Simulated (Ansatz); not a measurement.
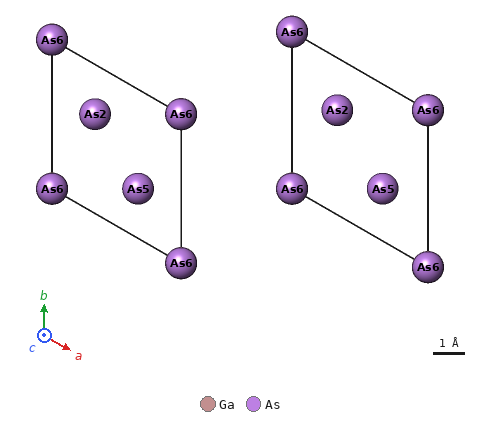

Two geometries of solid GaAs5 (a generated structure, set up in P6/mmm) (coarse preliminary run), drawn at one scale. One is the start of a relaxation, the other its converged end. Style: ball-and-stick. Shown: the cell of the calculation, along the c axis.

Computed with DFT PBE, scalar-relativistic, plane waves, PAW in Ansatz 0.2.0. Settings: plane-wave cutoff 420 eV; k-point mesh 6 × 6 × 4; occupations gaussian; smearing width 0.1 eV; no spin polarisation; cell and atoms relaxed; force threshold 0.04 eV/Å; at most 70 steps.

**Which of the two is the end point?**

The left one is the relaxed one. The largest moves relative to the cell, 0.14 Å, are those of As atoms. Ga stays in place. Cell: a = b 5.229 → 4.966 Å (−5.0 %), c 6.102 → 5.889 Å (−3.5 %). Volume −13.0 %. Near-neighbour distances that change, for instance: As–As 2.863 → 2.474 Å, As–Ga 3.051 → 2.945 Å. The space group stays P6/mmm (No. 191). The energy falls by 167 meV per atom in 4 accepted moves (6 points after the start). Largest force component: 0.81 eV/Å at the start, 0.00053 eV/Å at the end. The pressure goes from −8.87 to 0.01 GPa. The line search rejected the trial step at point 2 of the run. The SCF was repeated once at an unchanged geometry on a basis and grid sized afresh for the cell, which shifted the energy by 0.4 meV per atom at most. The run took 72 s on 1 thread of Intel(R) Xeon(R) Platinum 8259CL CPU @ 2.50GHz (Skylake/Cascade Lake), with other jobs on the host, peak memory 0.54 GiB.
